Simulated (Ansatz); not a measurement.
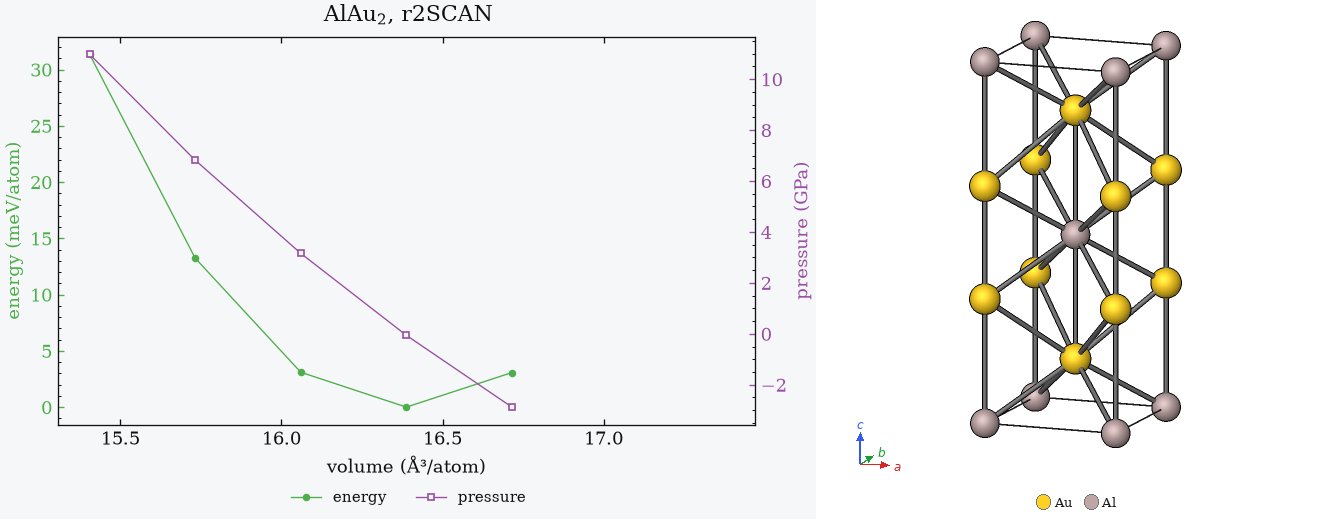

The figure shows the energy and pressure against volume for AlAu₂, space group I4/mmm (No. 139). The conventional cell is drawn beside the plot.

Cell as given: a = 4.994 Å, b = 4.994 Å, c = 4.994 Å, α = 140.89°, β = 140.89°, γ = 56.50°; 3 atoms.

Calculation (Ansatz 0.2.0): plane-wave DFT, no spin polarisation; energies at scaled volumes of the given cell, shape and fractions fixed, counted from the fit's minimum, third-order Birch-Murnaghan fit. Level: r2SCAN.

- k mesh: 11×11×11
- occupations: Fermi–Dirac
- smearing width: 0.05 eV
- potentials: Ansatz PAW
- wave cutoff: 500 eV
- density cutoff: 2000 eV

The points at volume 17.04 Å³/atom and 17.37 Å³/atom are left out of the plot. What values does the calculation give there?

| volume (Å³/atom) | energy (meV/atom) | pressure (GPa) |
| --- | --- | --- |
| 17.04 | 11.56 | −5.36 |
| 17.37 | 24.79 | −7.53 |

Limits of the calculation: spin-orbit coupling left out, heavy elements; shape and atomic fractions are frozen while scaling, which makes layered, chain and framework solids too stiff.
